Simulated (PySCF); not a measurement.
CHF₃···CH₃F

Input

```
{"job": {"kind": "inter", "xc": "PBE0", "basis": "def2-TZVP", "disp": "d3bj", "pairs": false}, "charge": 0, "multiplicity": 1, "parts": [{"atoms": "0-4", "charge": 0, "multiplicity": 1}, {"atoms": "5-9", "charge": 0, "multiplicity": 1}]}
F     -1.180588     0.328671    -0.925053
C     -0.103606    -0.091965    -0.268826
F      0.867702    -0.284016    -1.156978
F      0.280568     0.872515     0.561086
H     -0.318440    -1.023074     0.278627
C     -0.944049    -2.530974    -2.756381
F     -0.950771    -2.714220    -1.399372
H     -1.711731    -1.795370    -2.996971
H     -1.159010    -3.490992    -3.225127
H      0.045666    -2.171136    -3.038002
```

Command:

```sh
OMP_NUM_THREADS=1 python cluster_run.py task.json out
```

Geometry: GFN2-xTB.

Computed with PySCF 2.14.0, PBE0-D3(BJ)/def2-TZVP, SCF density, gas phase.

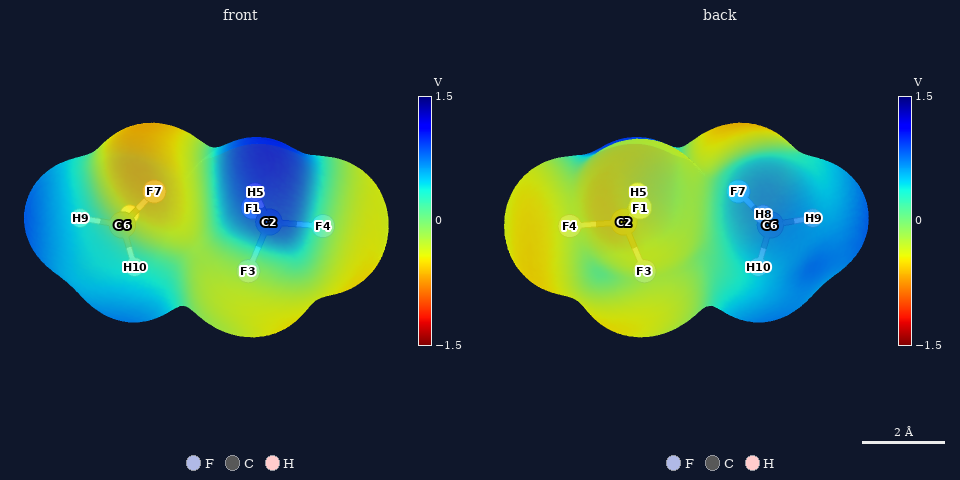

Figure 1. The electrostatic potential painted on the density surface at 0.001 e/bohr³, seen from the front and from behind; the colour scale runs from red (negative) to blue (positive).

Which sites attract a positive test charge, and which a negative one?

Answer. A positive charge is drawn to the negative regions and a negative charge to the positive ones. The most negative region (about −0.7 V) lies over F7, the most positive (about +1.1 V) over H5.

How polar is the complex by this calculation?

Answer. Its dipole moment is 1.64 D.

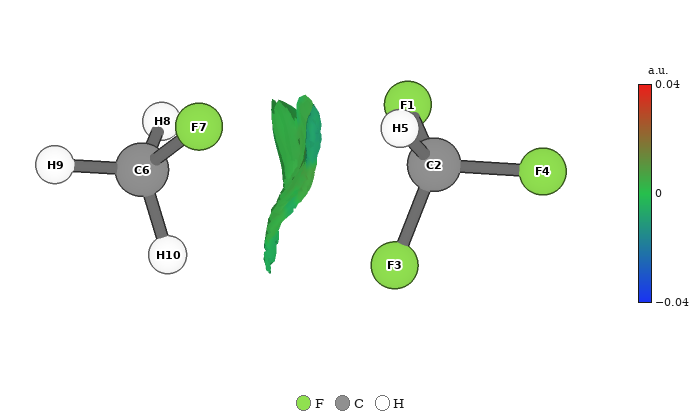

Figure 2. Non-covalent interaction (NCI) plot: the surface where the reduced density gradient is 0.6, for densities under 0.05 a.u., coloured by sign(λ₂)ρ; seen across its widest extent.

Which non-covalent interactions does the plot reveal?

Answer.
- Between H5 and C2 on one side and F7 on the other: a weak contact (green)
- Between C6 and H8 on one side and F1 and C2 on the other: a weak contact (green)

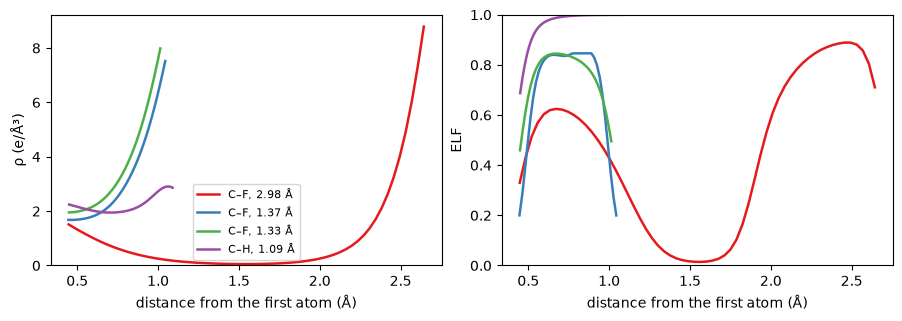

Figure 3. Electron density and electron localisation function along straight lines between neighbouring atoms. The curves leave out the atomic cores.

What can be read from the curves?

Answer. C2···F7 (2.98 Å): the density falls to about 0.05 e/Å³ on the way; the ELF dips to about 0 between them: a weak contact between the two molecules.
C–F (1.37 Å): the density is about 2.1 e/Å³ at the midpoint, with its minimum of 1.7 e/Å³ about 0.5 Å from C; the ELF peaks at about 0.85 between the atoms (a shared but strongly polarised pair).
C–F (1.33 Å): the density is about 2.5 e/Å³ at the midpoint; the ELF peaks at about 0.85 between the atoms, as expected for a shared but strongly polarised pair.
C–H (1.09 Å): ρ is about 2.1 e/Å³ halfway; the ELF climbs to about 1 towards the hydrogen, as it does in any bond to H (an ordinary covalent bond to hydrogen).
